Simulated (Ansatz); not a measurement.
## Run report: WS2, band-structure calculation

WS2 (R3m, 3 atoms in the cell), computed with DFT, LDA, all-electron LAPW, scalar-relativistic, no spin polarisation (Ansatz 0.2.0).

The structure derives from an entry of the Crystallography Open Database. Figures and captions count atoms from 1; the log counts them from 0 in places.

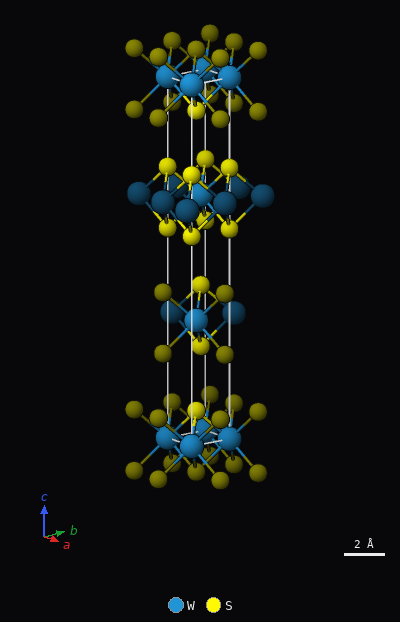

Figure 1. The input geometry (ball-and-stick view of the cell 3 times as large as that of the calculation, set on its symmetry axes, seen slightly off an axis; neighbours outside the cell are drawn fainter). An atom can appear more than once, as a periodic image. Near neighbours in the periodic cell (some may lie outside the picture): W has 6 S at 2.39 to 2.42 Å; S has 3 W at 2.39 to 2.42 Å.

### Input file
```yaml
crystal:
  lattice:
    - [1.5790003843, 0.9116362969, 6.16333]
    - [-1.5790003843, 0.9116362969, 6.16333]
    - [0.0, -1.8232725938, 6.16333]
  atoms:
    - { symbol: W, position: [0.0, 0.0, 0.0] }
    - { symbol: S, position: [0.7503, 0.7503, 0.7503] }
    - { symbol: S, position: [0.581, 0.581, 0.581] }
kpoints:
  mp_grid: { grid: [13, 13, 13] }
  band_path:
    path:
      - [0.0, 0.0, 0.0]
      - [0.5, 0.5, 0.5]
      - [0.8187478403, 0.1812521597, 0.5]
      - [0.5, -0.1812521597, 0.1812521597]
      - [0.5, 0.0, 0.0]
      - [0.0, 0.0, 0.0]
      - [0.3406260799, -0.3406260799, 0.0]
      - [0.6593739201, 0.0, 0.3406260799]
      - [0.5, 0.0, 0.5]
    npoints: 14
scf:
  occupations: { method: fermi_dirac, width: 0.08 }
hamiltonian:
  xc: lda
  pseudopotentials: { kind: all_electron, lapw: { basis_error: 0.0005 } }
output:
  forces: true
  stress: true
  eigenvalues: true
  populations: true
  dos: { projected: true, de: 0.2, e_range: [-14, 8] }
```

Hardware: 1 thread of Intel Xeon (Sapphire Rapids), 64 GiB of memory available, shared host.

Launch command:
```bash
ansatz run input.yaml --threads 1 --pin off --max-ram 6144MiB --backend cpu --events-out ev --progress --plain --runs-dir out
```

### What the program printed
```
W: projections on atomic orbitals take those of the free atom 1s2 2s2 2p6 3s2 3p6 3d10 4s2 4p6 4d10 4f14 5s2 5p6 5d4 6s2, of charge +0.00 (hamiltonian.pseudopotentials.projection_atoms)
S: projections on atomic orbitals take those of the free atom 1s2 2s2 2p6 3s2 3p4, of charge +0.00 (hamiltonian.pseudopotentials.projection_atoms)
LAPW: plane waves up to 9.101 Å⁻¹, error target 5.0e-4 eV per atom; small_component_spin mean_spin; S in spheres of 1.031 Å, 14 of its electrons in bands, Dirac shells []; W in spheres of 1.359 Å, 44 of its electrons in bands, Dirac shells [] (how accurate: hamiltonian.pseudopotentials.lapw.basis_error, Limitations)
Engine: ansatz 0.2.0, x86_64-unknown-linux-gnu
Pseudopotentials: kind: all_electron
Pseudopotential: W, LAPW, valence charge 44, lapw/all_electron/scalar/gaussian/W, Koelling and Harmon's equation, gaussian nucleus
Pseudopotential: S, LAPW, valence charge 14, lapw/all_electron/scalar/gaussian/S, Koelling and Harmon's equation, gaussian nucleus
Functional definition: SPW92
  exchange = slater_x
  correlation = pw_c
Crystal: 3 atoms, lattice volume = 53.232 Å³
Basis set: ecut = 315.5670315996205 eV, 689 PW (Γ), FFT grids on a1−a3, a2−a3, a3, exchange–correlation at level 2
Bands: 44, of which v1, the nominal top of the filled ones, is band 36 counted from 1 (35 counted from 0)
Symmetry: 6 space group operations
Space group: R3m (ITA 160), of the structure as read, at distance tolerance 3.8e-5 Å
k-points: 231 of 2197 (time reversal used)
Non-local potential: W, projectors of the file, none
Non-local potential: S, projectors of the file, none
Initial density: superposition of atomic densities (chi_scale 0.1, normalization cell, long waves kept (reshape's long-wave potential 0.08 eV rms))
Initial wavefunctions: plane waves of lowest kinetic energy (no species holds an atomic orbital)
Functional: x = slater, c = lda
iter 1 solved again at ethr=1.20e-3 eV; its pass at ethr=1.00e-1 eV (dr2=8.63e-1 eV) is discarded
SCF iter   1: F=—  HF=-460611.052099 eV  |F-HF|=—  |Δ(HF+E_count)|=         —  Δρ=3.76e-2  dr2=8.64e-1  ethr=1.20e-3  ⟨swp⟩=2.0  Hψ=65351  notcnv=0
preconditioner: auto → Resta (q_TF=auto, 2.869 Å⁻¹)  ε∞=2.9  [insulator: Δε(μ)=0.979 eV  Ē_g=21.047 eV  σ=0.080 eV  W_gap=0.99  n_scr=28 (ndim 8)  ℏωp=28.8 eV  f_vac=0.133  D(μ)=0.00/eV (n_scr^D=0)  ε∞_Penn≈2.9]
SCF iter   2: F=—  HF=-460610.735820 eV  |F-HF|=—  |Δ(HF+E_count)|=   3.16e-1  Δρ=1.79e-2  dr2=4.45e-1  ethr=1.20e-3  ⟨swp⟩=2.4  Hψ=30193  notcnv=0
SCF iter   3: F=—  HF=-460610.659880 eV  |F-HF|=—  |Δ(HF+E_count)|=   7.59e-2  Δρ=1.25e-2  dr2=9.52e-2  ethr=6.18e-4  ⟨swp⟩=2.3  Hψ=29803  notcnv=0
iter 4 solved again at ethr=9.99e-6 eV; its pass at ethr=1.32e-4 eV (dr2=7.19e-3 eV) is discarded
SCF iter   4: F=—  HF=-460610.628243 eV  |F-HF|=—  |Δ(HF+E_count)|=   3.16e-2  Δρ=3.63e-3  dr2=7.19e-3  ethr=9.99e-6  ⟨swp⟩=2.0  Hψ=50112  notcnv=0
SCF iter   5: F=—  HF=-460610.627596 eV  |F-HF|=—  |Δ(HF+E_count)|=         —  Δρ=5.99e-4  dr2=2.57e-4  ethr=9.99e-6  ⟨swp⟩=2.0  Hψ=28422  notcnv=0
the basis was enlarged: its passes take 13.4 MiB over the memory plan, 1 of 1 planned eigensolver slots
SCF iter   6: F=—  HF=-460610.627596 eV  |F-HF|=—  |Δ(HF+E_count)|=   5.14e-7  Δρ=2.47e-4  dr2=6.06e-5  ethr=3.57e-7  ⟨swp⟩=3.0  Hψ=28845  notcnv=0
SCF iter   7: F=—  HF=-460610.627563 eV  |F-HF|=—  |Δ(HF+E_count)|=   3.29e-5  Δρ=7.69e-5  dr2=4.11e-6  ethr=8.42e-8  ⟨swp⟩=2.0  Hψ=28426  notcnv=0
SCF iter   8: F=—  HF=-460610.627563 eV  |F-HF|=—  |Δ(HF+E_count)|=   1.64e-7  Δρ=3.26e-5  dr2=7.73e-7  ethr=5.71e-9  ⟨swp⟩=2.3  Hψ=28505  notcnv=0
SCF iter   9: F=—  HF=-460610.627564 eV  |F-HF|=—  |Δ(HF+E_count)|=   2.62e-7  Δρ=1.13e-5  dr2=1.89e-7  ethr=1.07e-9  ⟨swp⟩=3.0  Hψ=29657  notcnv=0
SCF iter  10: F=-460610.627564 eV  HF=-460610.627564 eV  |F-HF|=1.51e-9  |Δ(HF+E_count)|=   5.45e-8  Δρ=4.45e-6  dr2=1.52e-8  ethr=2.62e-10  ⟨swp⟩=2.0  Hψ=28425  notcnv=0
SCF 1 converged in 10 iterations: F = -460610.627564 eV  dr2 = 1.52e-8
```

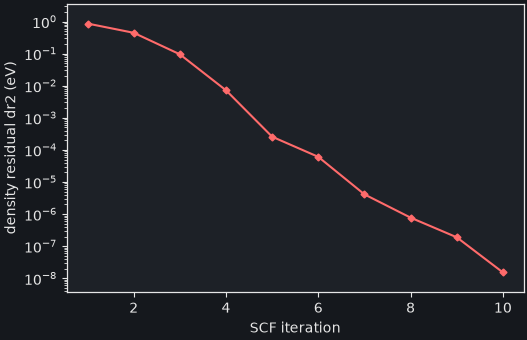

Figure 2. Convergence of the self-consistent field: density residual dr2 against the SCF iteration. The residual falls at every step.

```
NSCF: frozen V_eff on 113 k-points
SCF converged after 10 iterations
Free energy (F): -460610.627564 eV
Harris-Foulkes:  -460610.627564 eV  (|F-HF|=1.51e-9)
Internal energy: -460610.627526 eV  (E = F + TS)
E sigma→0 (E₀):  -460610.627545 eV
Entropy (-TS):   -0.000038 eV (-0.013 meV/atom)
Fermi energy:    14.481320 eV
--- Per-component energies (eV) ---
  E_band       = -7349.028511
  E_kinetic    = 513203.213543
  E_xc         = -9906.537665
  E_electrostatic = -963907.303404  (all electrons and nuclei)
  E_smearing   = -0.000038  (= −TS)
  E_closure    = 0.000000  (closes the sum)
  E_atoms      = -460585.883651  (free atoms, spherical and without spin; not in F)
  Σ components = -460610.627564   (vs F -460610.627564, Δ=0.00e0)
  Basis errors (estimates in eV, not in F): energy 2.2e-4 per atom: plane waves 2.0e-4 (1.1e-4 summed), levels above the bands 2.1e-50, relativity 6.2e-9, radial functions 2.3e-5, core shells 3.3e-8; eigenvalues (radial functions only) 6.0e-7; not estimated: angular momenta, meshes, grids; target (lapw.basis_error) 5.0e-4; muffin-tin radii S 1.031 Å, W 1.359 Å
--- Forces (eV/Å), atoms counted from 1 ---
  atom   1  W     -0.00000000    -0.00000000    -0.58451819
  atom   2  S     -0.00000000    -0.00000000     0.02064125
  atom   3  S      0.00000000     0.00000000     0.56385709
  max |Σ_I F_I| component: 1.98e-5 eV/Å
--- Stress (GPa, compression-positive) ---
       -3.760779       0.000000      -0.000000
        0.000000      -3.760779      -0.000000
       -0.000000      -0.000000      -3.314198
  P = ⅓ Tr σ = -3.6119 GPa (-36.119 kbar)
--- Band table (eV; the first three rows and the last of 231) ---
  k-point 0: bands = ["-403.5660", "-403.5633", "-403.5633", "-219.1720", "-219.1720", "-219.1614", "-219.1614", "-219.1525", "-190.9685", "-190.9618", "-136.6803", "-136.6803", "-136.6739", "-136.6739", "-136.6421", "-136.6295", "-60.4696", "-24.7763", "-24.5877", "-24.5877", "-14.7759", "-14.7759", "-14.7673", "-14.7547", "-14.7547", "-14.7518", "-14.7478", "-1.5348", "0.4826", "6.4022", "10.5306", "10.5306", "11.7842", "11.7842", "12.5353", "12.8319", "16.2432", "16.2432", "16.6059", "16.6059", "18.6813", "21.7457", "22.3862", "23.9485"]
  k-point 1: bands = ["-403.5660", "-403.5633", "-403.5633", "-219.1720", "-219.1720", "-219.1614", "-219.1614", "-219.1525", "-190.9685", "-190.9618", "-136.6803", "-136.6803", "-136.6739", "-136.6739", "-136.6421", "-136.6295", "-60.4685", "-24.7725", "-24.6093", "-24.5927", "-14.7760", "-14.7756", "-14.7666", "-14.7551", "-14.7548", "-14.7515", "-14.7486", "-1.4319", "0.5117", "6.5290", "10.2722", "10.6314", "11.3821", "11.6235", "12.6189", "12.9224", "16.1305", "16.3351", "16.3710", "16.5750", "19.1571", "22.1465", "22.4581", "23.8041"]
  k-point 2: bands = ["-403.5660", "-403.5633", "-403.5633", "-219.1720", "-219.1720", "-219.1614", "-219.1614", "-219.1525", "-190.9685", "-190.9618", "-136.6803", "-136.6803", "-136.6739", "-136.6739", "-136.6421", "-136.6295", "-60.4655", "-24.7617", "-24.6685", "-24.6065", "-14.7762", "-14.7748", "-14.7649", "-14.7562", "-14.7552", "-14.7507", "-14.7505", "-1.1358", "0.5956", "6.8799", "9.6534", "10.6662", "10.9038", "11.2492", "12.5626", "12.8876", "15.6270", "16.2726", "16.3676", "16.9015", "20.1511", "22.3629", "22.9541", "23.6877"]
  k-point 230: bands = ["-403.5660", "-403.5633", "-403.5633", "-219.1720", "-219.1720", "-219.1614", "-219.1614", "-219.1525", "-190.9685", "-190.9618", "-136.6803", "-136.6803", "-136.6739", "-136.6739", "-136.6421", "-136.6295", "-60.4685", "-24.7725", "-24.6093", "-24.5927", "-14.7760", "-14.7756", "-14.7666", "-14.7551", "-14.7548", "-14.7515", "-14.7486", "-1.2039", "0.0831", "7.5860", "10.0336", "10.2591", "10.6142", "11.6574", "11.8298", "13.8875", "16.2396", "16.3272", "16.3890", "16.5769", "19.3787", "22.6123", "23.1842", "23.7688"]
--- Löwdin populations: 3 sites ---
  site symbol       q [e]
     0      W     73.5701
     1      S     16.0927
     2      S     16.1069
  spilling = 0.002174 (of n_electrons = 106.000000)
```

### File dos.tsv
```
# E-E_F[eV]	g_bin_mean(E)[states/eV]	N(E)
# format = ansatz-dos/2
# fermi_ev = 14.481320
# fermi_mp_grid = 13 13 13
# fermi_mp_shift = 0 0 0
# g_bin_mean(E): the states in a bin one row spacing wide, centred on E, divided by that spacing. States that the method places at a single energy (under output.dos.method: tetrahedron, those of a tetrahedron whose four corners have one energy) are counted whole in the row whose bin holds that energy (on the edge of two bins, in the lower row). The sum of g_bin_mean over a run of rows, times the row spacing, is the number of states from half a spacing under the first of them to half a spacing over the last (a plain sum, not the trapezoid rule).
-14.000000	2.144156e0	5.534523e1
-13.800000	3.233022e0	5.586708e1
-13.600000	3.921202e0	5.661201e1
-13.400000	4.299115e0	5.751368e1
-13.200000	6.208759e-1	5.800000e1
-13.000000	0.000000e0	5.800000e1
-12.800000	0.000000e0	5.800000e1
-12.600000	0.000000e0	5.800000e1
-12.400000	0.000000e0	5.800000e1
-12.200000	0.000000e0	5.800000e1
-12.000000	0.000000e0	5.800000e1
-11.800000	0.000000e0	5.800000e1
-11.600000	0.000000e0	5.800000e1
-11.400000	0.000000e0	5.800000e1
-11.200000	0.000000e0	5.800000e1
-11.000000	0.000000e0	5.800000e1
-10.800000	0.000000e0	5.800000e1
-10.600000	0.000000e0	5.800000e1
-10.400000	0.000000e0	5.800000e1
-10.200000	0.000000e0	5.800000e1
-10.000000	0.000000e0	5.800000e1
-9.800000	0.000000e0	5.800000e1
-9.600000	0.000000e0	5.800000e1
-9.400000	0.000000e0	5.800000e1
-9.200000	0.000000e0	5.800000e1
-9.000000	0.000000e0	5.800000e1
-8.800000	0.000000e0	5.800000e1
-8.600000	0.000000e0	5.800000e1
-8.400000	0.000000e0	5.800000e1
-8.200000	0.000000e0	5.800000e1
-8.000000	4.632348e-2	5.800133e1
-7.800000	1.448584e-1	5.802065e1
-7.600000	8.719959e-1	5.810365e1
-7.400000	1.311926e0	5.833718e1
-7.200000	1.642172e0	5.862696e1
-7.000000	3.185469e0	5.904155e1
-6.800000	1.871320e0	5.962526e1
-6.600000	2.157853e0	6.007827e1
-6.400000	2.009471e0	6.044168e1
-6.200000	1.347579e0	6.080292e1
-6.000000	1.085043e0	6.102335e1
-5.800000	1.585792e0	6.128409e1
-5.600000	2.925487e0	6.165724e1
-5.400000	4.093495e0	6.243369e1
-5.200000	1.839381e0	6.311870e1
-5.000000	1.098973e0	6.330969e1
-4.800000	1.954589e0	6.361794e1
-4.600000	3.888425e0	6.409811e1
-4.400000	3.371181e0	6.499484e1
-4.200000	1.807517e0	6.547619e1
-4.000000	1.442299e0	6.579146e1
-3.800000	1.985272e0	6.611707e1
-3.600000	1.601882e0	6.653580e1
-3.400000	2.540126e0	6.681763e1
-3.200000	4.160836e0	6.763346e1
-3.000000	2.999203e0	6.829185e1
-2.800000	2.622325e0	6.887266e1
-2.600000	2.412683e0	6.939239e1
-2.400000	1.147469e0	6.973667e1
-2.200000	1.385494e0	6.993230e1
-2.000000	3.284012e0	7.037939e1
-1.800000	2.377819e0	7.103349e1
-1.600000	1.709426e0	7.142374e1
-1.400000	1.033688e0	7.169853e1
-1.200000	6.009931e-1	7.187132e1
-1.000000	2.169275e-1	7.193211e1
-0.800000	1.466417e-1	7.196819e1
-0.600000	8.763639e-2	7.199166e1
-0.400000	6.417977e-3	7.200000e1
-0.200000	0.000000e0	7.200000e1
0.000000	0.000000e0	7.200000e1
0.200000	0.000000e0	7.200000e1
0.400000	0.000000e0	7.200000e1
0.600000	1.462520e-1	7.200053e1
0.800000	7.337420e-1	7.208008e1
1.000000	1.522321e0	7.231509e1
1.200000	2.118441e0	7.267346e1
1.400000	2.545481e0	7.315801e1
1.600000	4.441261e0	7.377515e1
1.800000	3.942369e0	7.472420e1
2.000000	3.254610e0	7.540313e1
2.200000	4.619610e0	7.626023e1
2.400000	2.407332e0	7.693285e1
2.600000	2.250880e0	7.735706e1
2.800000	2.281679e0	7.782722e1
3.000000	1.701401e0	7.824885e1
3.200000	6.498611e-1	7.845642e1
3.400000	1.583642e0	7.862897e1
3.600000	2.524831e0	7.909485e1
3.800000	1.503987e0	7.951725e1
4.000000	1.028304e0	7.974728e1
4.200000	9.050817e-1	7.994291e1
4.400000	6.277612e-1	8.010792e1
4.600000	5.403820e-1	8.020807e1
4.800000	6.221704e-1	8.032638e1
5.000000	7.080239e-1	8.045741e1
5.200000	8.431640e-1	8.061268e1
5.400000	1.077430e0	8.080464e1
5.600000	1.023978e0	8.102320e1
5.800000	8.590364e-1	8.120718e1
6.000000	9.252461e-1	8.138271e1
6.200000	1.196202e0	8.158514e1
6.400000	1.516560e0	8.186962e1
6.600000	1.474276e0	8.216889e1
6.800000	1.297315e0	8.244057e1
7.000000	1.509470e0	8.272454e1
7.200000	1.762711e0	8.304335e1
7.400000	1.742255e0	8.340885e1
7.600000	1.865372e0	8.373332e1
7.800000	2.568803e0	8.419214e1
8.000000	2.649155e0	8.478510e1
```

### File populations.tsv
```
# site	symbol	l	j	q
# orbitals = lowdin
# n_electrons = 106.000000
# spilling = 0.002174
# projection_atom_W: 1s2 2s2 2p6 3s2 3p6 3d10 4s2 4p6 4d10 4f14 5s2 5p6 5d4 6s2
# projection_atom_S: 1s2 2s2 2p6 3s2 3p4
0	W	0_1S	-	1.999999
0	W	0_2S	-	1.999988
0	W	0_3S	-	1.999861
0	W	0_4S	-	1.998504
0	W	0_5S	-	1.974208
0	W	0_6S	-	0.611272
0	W	1_2P	-	6.000000
0	W	1_3P	-	5.999996
0	W	1_4P	-	5.999964
0	W	1_5P	-	5.996227
0	W	2_3D	-	9.999998
0	W	2_4D	-	9.999956
0	W	2_5D	-	4.990563
0	W	3_4F	-	13.999518
1	S	0_1S	-	1.999913
1	S	0_2S	-	1.994951
1	S	0_3S	-	1.781533
1	S	1_2P	-	5.999264
1	S	1_3P	-	4.316990
2	S	0_1S	-	1.999919
2	S	0_2S	-	1.995321
2	S	0_3S	-	1.793047
2	S	1_2P	-	5.999315
2	S	1_3P	-	4.319265
```

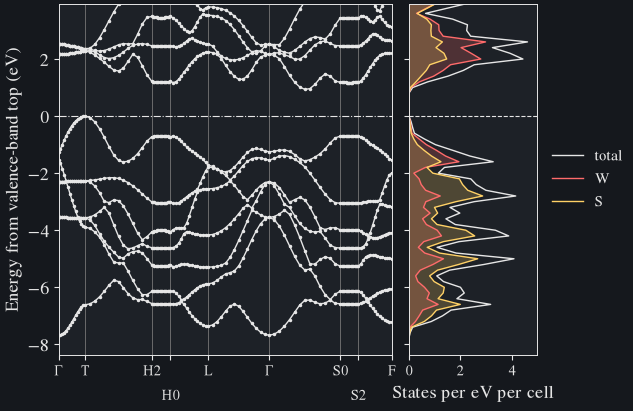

Figure 3. Band structure along Γ–T–H2–H0–L–Γ–S0–S2–F and density of states (projected on atomic shells), with energies from the valence-band top. There is a gap of 0.94 eV on this path, indirect, from T to between Γ and S0.

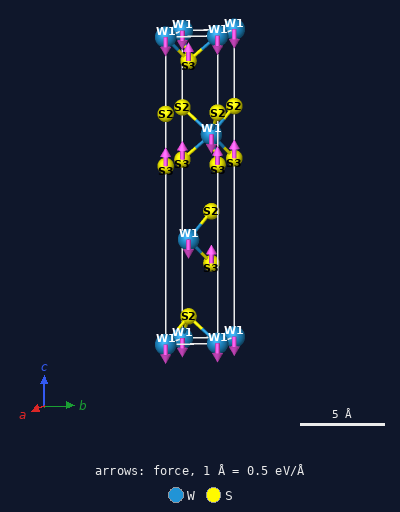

Figure 4. Forces on the atoms as pink arrows (ball-and-stick view of the cell 3 times as large as that of the calculation, set on its symmetry axes, seen slightly off an axis; atoms are numbered from 1 in the order of the input); the smallest are left out. The largest act on W1 (0.58 eV/Å); S3 (0.56 eV/Å). The geometry is not a stationary point of this energy.

### Summary

```tsv
quantity	value
outcome	converged
space group (tolerance 0.01 Å)	R3m (160)
electrons in bands (core shells apart)	72
free energy	−460610.6276 eV
Fermi energy	14.481 eV
pressure	−3.61 GPa
electronic character	gap of 0.94 eV
largest force (length of the vector)	0.585 eV/Å
wall time	3.7 min
peak memory	1.2 GiB
```

### Notes

Spin–orbit coupling is left out, which matters for W.
